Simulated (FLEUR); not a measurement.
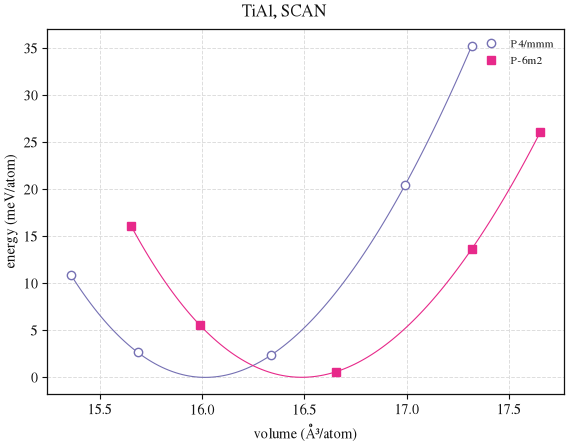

The figure shows the energy against volume, with one curve for each structure, for TiAl. Each energy curve has its own zero, so the curves don't rank the structures.

How it was computed, with FLEUR MaX-R8.1 (later development tree): all-electron LAPW DFT, no spin polarisation; energies at scaled volumes of the given cell, shape and fractions fixed, counted from the fit's minimum, third-order Birch-Murnaghan fit. Level: SCAN.

- occupations: Fermi–Dirac
- smearing width: 0.05 eV
- potentials: all electron

Settings that differ: P4/mmm: k mesh 9×9×7; P-6m2: k mesh 11×11×6.

> Order the curves by fitted equilibrium volume, smallest first.

P4/mmm 16.015, P-6m2 16.487 Å³/atom.

> Order the curves by fitted bulk modulus, smallest first.

P-6m2 112.7, P4/mmm 121.2 GPa.

Note: shape and atomic fractions are frozen while scaling, which makes layered, chain and framework solids too stiff.
